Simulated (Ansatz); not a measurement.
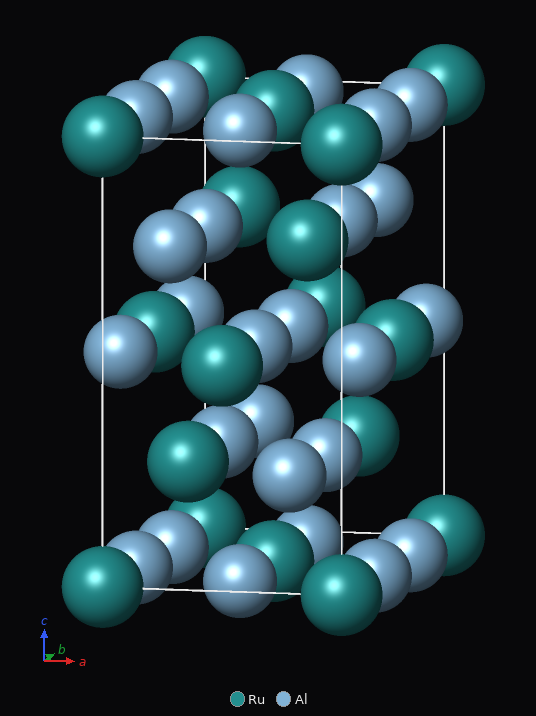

Crystal structure, spheres-only style, seen slightly off an axis. The edges of the drawn cell (a repeat of the simulation cell) are marked.

Al2Ru, a = 4.73 Å, b = 8.09 Å, c = 8.77 Å, α = 90.00°, β = 90.00°, γ = 89.01°.

Computational set-up: DFT PBEsol, scalar-relativistic, plane waves, PAW in Ansatz 0.2.0, plane-wave cutoff 420 eV, k-points about 0.17 Å⁻¹ apart, Gaussian smearing of 0.01 eV, no spin polarisation.

### Predict the gap.

A semiconductor at this level, with a gap of 0.09 eV.

### Which way would the volume go on relaxing?

The computed pressure is -3.1 GPa (stretched: it would shrink). The stress isn't hydrostatic: its largest component is 4.9 GPa.

The cell started as a structure listed in the Materials Project. Earlier steps of the study may have refined or changed the cell and positions. It went into a calculation with Ansatz.
